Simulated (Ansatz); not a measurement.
Read the following structure.

```xyz
12
Lattice="3.9722 0.0000 0.0000 0.0000 3.9722 0.0000 0.0000 0.0000 10.3839" Properties=species:S:1:pos:R:3 pbc="T T T"
Sn    0.0000    1.9861    2.5960
Sn    0.0000    0.0000    0.0000
O     1.9861    1.9861    3.0840
O     0.0000    1.9861    4.7040
O     0.0000    0.0000    2.1080
O     0.0000    1.9861    0.4880
Sn    1.9861    0.0000    7.7880
Sn    1.9861    1.9861    5.1920
O     0.0000    0.0000    8.2760
O     1.9861    0.0000    9.8959
O     1.9861    1.9861    7.2999
O     1.9861    0.0000    5.6800
```

> Interpret the file: composition, symmetry and coordination.

The formula is SnO2. Space group I4_1/amd (No. 141), lattice body-centred tetragonal. This arrangement goes by the name anatase. One cell contains 4 Sn, 8 O, 12 atoms in all. Sn is linked to six O at 2.05 to 2.11 Å. The coordination shell of O holds three Sn at 2.05 to 2.11 Å. The bonds build a three-dimensional framework.

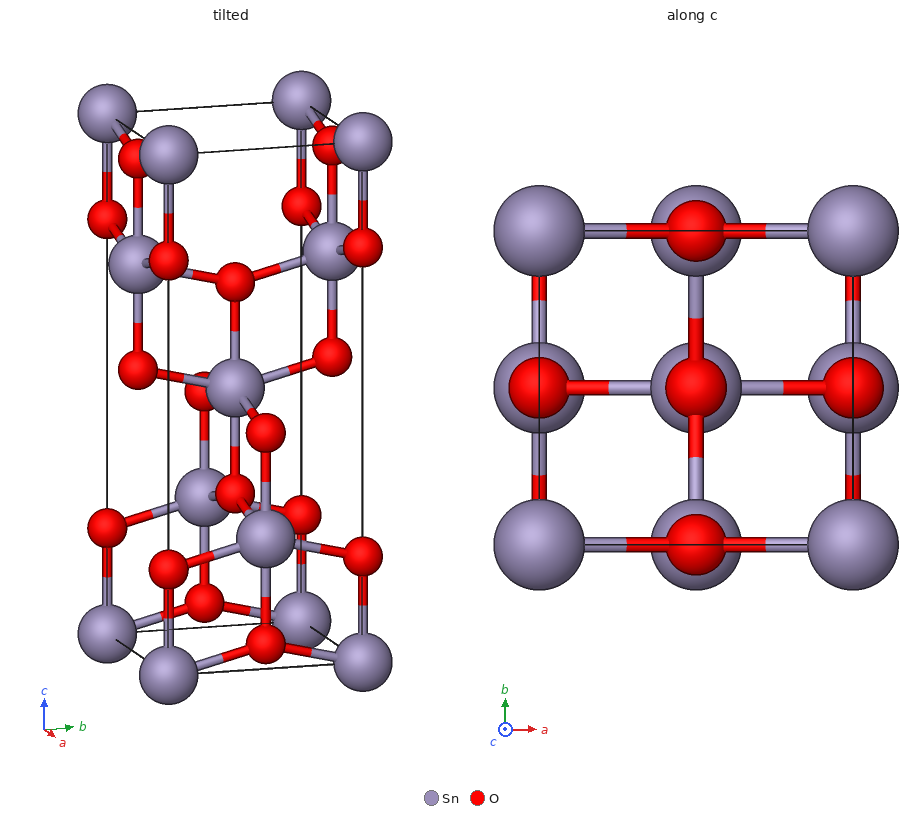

A ball-and-stick rendering, viewed slightly off an axis and along the c axis. The parallelepiped is the conventional unit cell. Colours: tin purple, oxygen red.

The initial geometry was a structure listed in the Materials Project. The cell was then strained or its atoms displaced on purpose. It was run through Ansatz as a DFT input.
